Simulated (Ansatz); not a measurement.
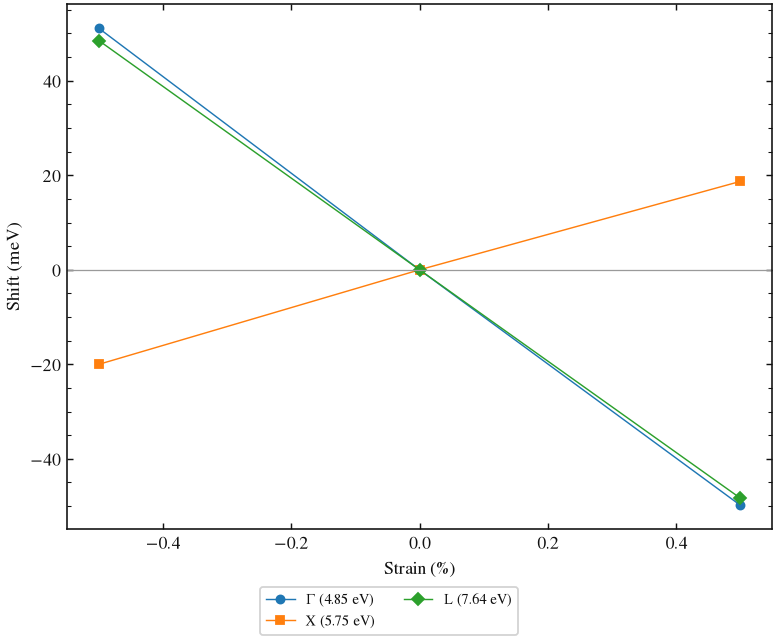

Shifts of the lowest conduction level at the points named, against the centre of the valence top at Γ (unstrained energies in the legend).

System: rocksalt RbCl, space group Fm-3m, 2 atoms in the primitive cell, in a cell relaxed beforehand; cubic a = 6.377 Å. Here all lengths are changed by ±0.5 %, and the atoms are carried along without relaxing. Method: LDA, all-electron LAPW, no spin polarisation, no spin-orbit coupling, 6×6×6 k mesh, fixed occupations (Ansatz 0.2.0).

> How fast does each conduction level move?

For each 1 % of strain: −101 meV at Γ, +39 meV at X and −97 meV at L. Over dlnV = 3 % that gives deformation potentials of −3.4 eV at Γ, +1.3 eV at X and −3.2 eV at L, against the valence top.

LDA, GGA and most meta-GGA functionals understate gaps.
